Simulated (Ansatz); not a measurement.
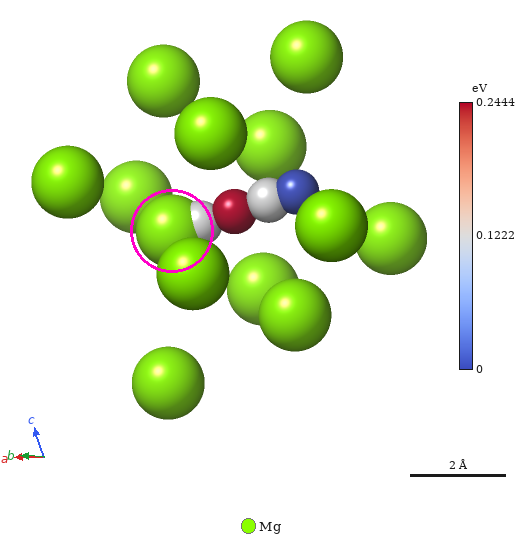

A nudged-elastic-band calculation for a defect cell of composition Mg with a Mg vacancy (23 atoms in the cell). Images are numbered from 0 (start) to 4 (end). The start is drawn whole; smaller spheres mark the moving atoms (Mg) in the later images, joined by lines and coloured by the energy of the image relative to the start. A spheres-only model of the atoms within 4.4 Å of the middle of the path, seen from a free direction. The moving atom is ringed, with any periodic copies.

The calculation used Ansatz, DFT PBE, scalar-relativistic, plane waves, PAW. Settings: plane-wave cutoff 420 eV; k-point mesh 4 × 4 × 4; Gaussian smearing 0.1 eV; 3 movable images; no climbing image; force threshold 0.05 eV/Å; iteration limit 5.

Question: What moves, how far, and at what cost in energy?

Answer: It is a vacancy jump: a nearby atom moves into the empty site and leaves its own site empty. A Mg atom travels furthest, 2.85 Å from end to end, along [−3 0 1], on a straight line. At the highest image its nearest neighbour (Mg) is 3.02 Å away, against 3.15 Å at the start, and the surrounding atoms stand up to 0.13 Å off the mean of their end positions. The two ends have the same energy, and the highest point, image 2, lies 0.244 eV above the start. The band converged in 3 iterations. The largest component of the band force went from 0.42 to 0.026 eV/Å. No image climbed, so the highest image needn't lie on the saddle point, and the true maximum along this path can be higher.
